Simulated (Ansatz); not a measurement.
# Two runs on Si

System: Si (4 atoms in the cell).
Method of the first run: DFT r2SCAN, scalar-relativistic, plane waves, PAW, no spin polarisation (Ansatz 0.2.0).

The structure derives from a Materials Project entry. Text and figures count atoms from 1; the logs count them from 0 in places.

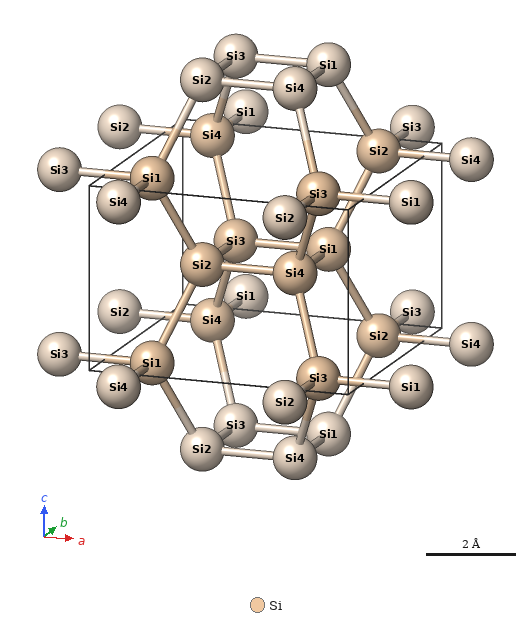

**Figure 1.** The input geometry (ball-and-stick view of the cell 2 times as large as that of the calculation, set on its symmetry axes, seen slightly off an axis; neighbours outside the cell are drawn fainter; atoms are numbered from 1 in the order of the input). An atom can appear more than once, as a periodic image.

**Input file, the first run**
```yaml
crystal:
  lattice:
    - [-3.1293628889, 3.1293628889, 2.170841001]
    - [3.1293628889, -3.1293628889, 2.170841001]
    - [3.1293628889, 3.1293628889, -2.170841001]
  atoms:
    - { symbol: Si, position: [0.17880106, 0.17880106, 0.35760212] }
    - { symbol: Si, position: [0.82119894, 0.82119894, 0.64239788] }
    - { symbol: Si, position: [0.17880106, 0.82119894, 0.0] }
    - { symbol: Si, position: [0.82119894, 0.17880106, 0.0] }
basis:
  ecutwfc: 500
kpoints:
  mp_grid: { grid: [12, 12, 12] }
hamiltonian:
  xc: r2scan
scf:
  occupations: { method: gaussian, width: 0.03 }
output:
  forces: true
  stress: true
  eigenvalues: true
```

Launched with:
```bash
ansatz run input.yaml --threads 1 --pin off --max-ram 2560MiB --backend cpu --events-out ev --progress --plain --runs-dir out
```

Hardware: 1 thread of AMD EPYC (Zen 3), 192 GiB of memory available, shared host.

**Output, shortened to warnings, some set-up lines, iterations and results (the first run)**
```
Basis set: ecut = 500 eV, 2139 PW (Γ), exchange–correlation on 144×144×144 points (64 copies of the dense FFT grid, shifted against one another)
Symmetry: 16 space group operations
k-points: 163 of 1728
Initial density: superposition of atomic densities (neutral atoms: chi_scale 0, normalization atom), corrected by the library's trained network
[...]
SCF iter   1: F=—  HF=-2554.739800 eV  |F-HF|=—  |Δ(HF+E_count)|=         —  Δρ=5.11e-3  dr2=1.64e-2  dr2_τ=2.80e-2  ethr=1.77e-3  ⟨swp⟩=6.5  Hψ=15067  notcnv=0
SCF iter   2: F=—  HF=-2554.766613 eV  |F-HF|=—  |Δ(HF+E_count)|=   2.68e-2  Δρ=3.40e-3  dr2=7.48e-3  dr2_τ=2.60e-5  ethr=1.03e-4  ⟨swp⟩=2.1  Hψ=5194  notcnv=0  defer=2
SCF iter   3: F=—  HF=-2554.766302 eV  |F-HF|=—  |Δ(HF+E_count)|=   3.11e-4  Δρ=4.31e-4  dr2=1.85e-4  dr2_τ=4.90e-6  ethr=4.67e-5  ⟨swp⟩=2.1  Hψ=2657  notcnv=0  defer=2
SCF iter   4: F=—  HF=-2554.766398 eV  |F-HF|=—  |Δ(HF+E_count)|=   9.66e-5  Δρ=2.01e-4  dr2=6.22e-5  dr2_τ=2.39e-7  ethr=1.15e-6  ⟨swp⟩=2.5  Hψ=3339  notcnv=0  defer=2
SCF iter   5: F=—  HF=-2554.766411 eV  |F-HF|=—  |Δ(HF+E_count)|=   1.27e-5  Δρ=4.40e-5  dr2=3.48e-6  dr2_τ=3.35e-8  ethr=3.89e-7  ⟨swp⟩=2.7  Hψ=3435  notcnv=0  defer=2
SCF iter   6: F=—  HF=-2554.766412 eV  |F-HF|=—  |Δ(HF+E_count)|=   2.95e-7  Δρ=2.02e-5  dr2=5.02e-7  dr2_τ=4.38e-9  ethr=2.18e-8  ⟨swp⟩=2.1  Hψ=3255  notcnv=0  defer=2
SCF iter   7: F=-2554.766412 eV  HF=-2554.766412 eV  |F-HF|=1.83e-8  |Δ(HF+E_count)|=   2.27e-8  Δρ=8.86e-6  dr2=6.27e-8  dr2_τ=4.49e-10  ethr=6.25e-10  ⟨swp⟩=5.6  Hψ=9401  …
SCF 1 converged in 7 iterations: F = -2554.766412 eV  dr2 = 6.27e-8
SCF converged after 7 iterations
Free energy (F): -2554.766412 eV
Harris-Foulkes:  -2554.766412 eV  (|F-HF|=1.83e-8)
Internal energy: -2554.766005 eV  (E = F + TS)
E sigma→0 (E₀):  -2554.766208 eV
Entropy (-TS):   -0.000406 eV (-0.102 meV/atom)
Fermi energy:    5.551529 eV
--- Per-component energies (eV) ---
  E_band       = 5.171872
  E_kinetic    = 161.766522
  E_local      = -138.079533  (includes V_loc(G=0)·N_el)
  E_nonlocal   = 100.830550
  E_hartree    = 40.610296
  E_xc         = -205.756392
  E_vxc        = -198.761304  (∫ρ·V_xc dr)
  E_paw        = -2077.819665  (= ΣΔE_a)
  E_vpaw       = -9.726991  (= ΣTr[D̂ρ^β])
  E_aug_tail   = 0.000018  (compensation charges beyond the density's cutoff)
  E_vtau       = 7.921108  (kinetic-family band-sum trace: ∫τ·v_τ [+ j·A + Jᵃ·Aᵃ] dr)
  E_ewald      = -436.012070
  E_core_change = -0.305732  (= ΣΔE_core)
  E_smearing   = -0.000406  (= −TS)
  E_closure    = 0.000000  (closes the sum)
  Σ components = -2554.766412   (vs F -2554.766412, Δ=0.00e0)
--- Forces (eV/Å), atoms counted from 1 ---
  atom   1  Si     1.70156919     1.70156919     0.00000000
  atom   2  Si    -1.70156919    -1.70156919     0.00000000
  atom   3  Si    -1.70156919     1.70156919     0.00000000
  atom   4  Si     1.70156919    -1.70156919     0.00000000
  max |Σ_I F_I| component: 2.22e-16 eV/Å
--- Stress (GPa, compression-positive) ---
       12.530989       0.000000       0.000000
        0.000000      12.530989       0.000000
       -0.000000       0.000000     -17.706230
  P = ⅓ Tr σ = 2.4519 GPa (24.519 kbar)
```

For the second run the input was changed thus:
```diff
-    - [-3.1293628889, 3.1293628889, 2.170841001]
-    - [3.1293628889, -3.1293628889, 2.170841001]
-    - [3.1293628889, 3.1293628889, -2.170841001]
+    - [-3.0469726728, 3.0469726728, 2.2898274277]
+    - [3.0469726728, -3.0469726728, 2.2898274277]
+    - [3.0469726728, 3.0469726728, -2.2898274277]
```

How does the second run compare with the first run?

With the same functional and potentials, the second run lies 250.8 meV per atom higher. The pressure goes from 2.45 to 5.39 GPa. The largest force goes from 2.406 to 3.628 eV/Å. The number of SCF iterations is the same. The plane waves at Γ go from 2139 to 2145.

**Output, shortened to warnings, some set-up lines, iterations and results (the second run)**
```
Basis set: ecut = 500 eV, 2145 PW (Γ), exchange–correlation on 144×144×144 points (64 copies of the dense FFT grid, shifted against one another)
Symmetry: 16 space group operations
k-points: 163 of 1728
Initial density: superposition of atomic densities (neutral atoms: chi_scale 0, normalization atom), corrected by the library's trained network
[...]
SCF iter   1: F=—  HF=-2553.741338 eV  |F-HF|=—  |Δ(HF+E_count)|=         —  Δρ=5.22e-3  dr2=1.85e-2  dr2_τ=3.20e-2  ethr=1.77e-3  ⟨swp⟩=6.7  Hψ=15231  notcnv=0
SCF iter   2: F=—  HF=-2553.763495 eV  |F-HF|=—  |Δ(HF+E_count)|=   2.22e-2  Δρ=3.43e-3  dr2=8.04e-3  dr2_τ=2.57e-5  ethr=1.16e-4  ⟨swp⟩=2.1  Hψ=5202  notcnv=0  defer=4
SCF iter   3: F=—  HF=-2553.763018 eV  |F-HF|=—  |Δ(HF+E_count)|=   4.77e-4  Δρ=6.42e-4  dr2=3.70e-4  dr2_τ=5.45e-6  ethr=5.03e-5  ⟨swp⟩=2.9  Hψ=3684  notcnv=0  defer=4
SCF iter   4: F=—  HF=-2553.763057 eV  |F-HF|=—  |Δ(HF+E_count)|=   3.84e-5  Δρ=2.57e-4  dr2=5.09e-5  dr2_τ=4.34e-7  ethr=2.31e-6  ⟨swp⟩=2.2  Hψ=3269  notcnv=0  defer=4
SCF iter   5: F=—  HF=-2553.763084 eV  |F-HF|=—  |Δ(HF+E_count)|=   2.68e-5  Δρ=8.12e-5  dr2=8.58e-6  dr2_τ=8.71e-8  ethr=3.18e-7  ⟨swp⟩=2.9  Hψ=3514  notcnv=0  defer=4
SCF iter   6: F=—  HF=-2553.763083 eV  |F-HF|=—  |Δ(HF+E_count)|=   8.95e-8  Δρ=1.36e-5  dr2=2.42e-7  dr2_τ=2.68e-9  ethr=5.36e-8  ⟨swp⟩=2.1  Hψ=3091  notcnv=0  defer=4
SCF iter   7: F=-2553.763083 eV  HF=-2553.763083 eV  |F-HF|=2.20e-9  |Δ(HF+E_count)|=   3.64e-8  Δρ=3.70e-6  dr2=1.07e-8  dr2_τ=6.74e-11  ethr=6.25e-10  ⟨swp⟩=5.8  Hψ=9778  …
SCF 1 converged in 7 iterations: F = -2553.763083 eV  dr2 = 1.07e-8
SCF converged after 7 iterations
Free energy (F): -2553.763083 eV
Harris-Foulkes:  -2553.763083 eV  (|F-HF|=2.20e-9)
Internal energy: -2553.762810 eV  (E = F + TS)
E sigma→0 (E₀):  -2553.762946 eV
Entropy (-TS):   -0.000274 eV (-0.068 meV/atom)
Fermi energy:    5.502078 eV
--- Per-component energies (eV) ---
  E_band       = 4.844634
  E_kinetic    = 162.381060
  E_local      = -142.284700  (includes V_loc(G=0)·N_el)
  E_nonlocal   = 101.936674
  E_hartree    = 41.734156
  E_xc         = -205.930841
  E_vxc        = -199.007421  (∫ρ·V_xc dr)
  E_paw        = -2077.764225  (= ΣΔE_a)
  E_vpaw       = -9.625059  (= ΣTr[D̂ρ^β])
  E_aug_tail   = 0.000019  (compensation charges beyond the density's cutoff)
  E_vtau       = 7.975902  (kinetic-family band-sum trace: ∫τ·v_τ [+ j·A + Jᵃ·Aᵃ] dr)
  E_ewald      = -433.529222
  E_core_change = -0.305732  (= ΣΔE_core)
  E_smearing   = -0.000274  (= −TS)
  E_closure    = -0.000000  (closes the sum)
  Σ components = -2553.763083   (vs F -2553.763083, Δ=0.00e0)
--- Forces (eV/Å), atoms counted from 1 ---
  atom   1  Si     2.56536779     2.56536779    -0.00000000
  atom   2  Si    -2.56536779    -2.56536779    -0.00000000
  atom   3  Si    -2.56536779     2.56536779    -0.00000000
  atom   4  Si     2.56536779    -2.56536779    -0.00000000
  max |Σ_I F_I| component: 4.44e-16 eV/Å
--- Stress (GPa, compression-positive) ---
       18.726577       0.000000       0.000000
        0.000000      18.726577      -0.000000
        0.000000       0.000000     -21.283595
  P = ⅓ Tr σ = 5.3899 GPa (53.899 kbar)
```

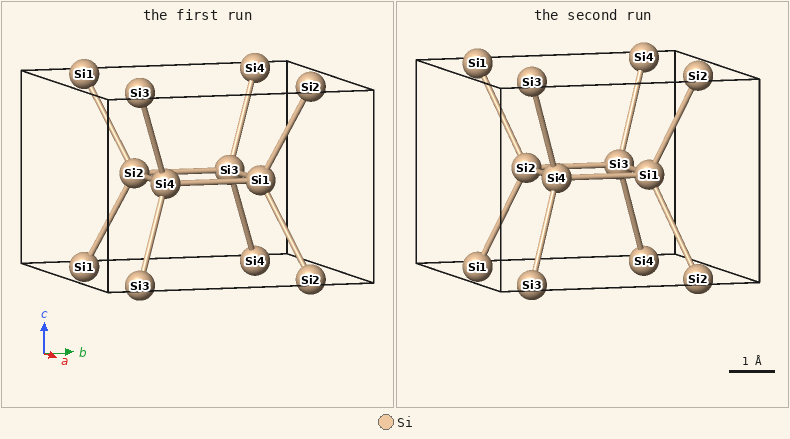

**Figure 2.** The two input geometries at one scale (ball-and-stick view of the cell 2 times as large as that of the calculation, set on its symmetry axes, seen slightly off an axis). The atoms keep their places relative to the cell (all moves are under 0.005 Å). The drawn cell changes at constant volume: a = b 6.259 → 6.094 Å (−2.6 %), c 4.342 → 4.580 Å (+5.5 %). Among the contacts that change: Si1–Si2 2.510 → 2.598 Å, Si1–Si3 2.238 → 2.179 Å.

**The two runs side by side**

```tsv
quantity	the first run	the second run
outcome	converged	converged
free energy per atom (eV)	−638.6916	−638.4408
gap on the mesh (eV)	0.00	0.00
pressure (GPa)	2.45	5.39
largest force (eV/Å)	2.406	3.628
SCF iterations	7	7
irreducible k-points	163	163
plane waves at Γ	2139	2145
wall time (shared host)	26 s	24 s
```
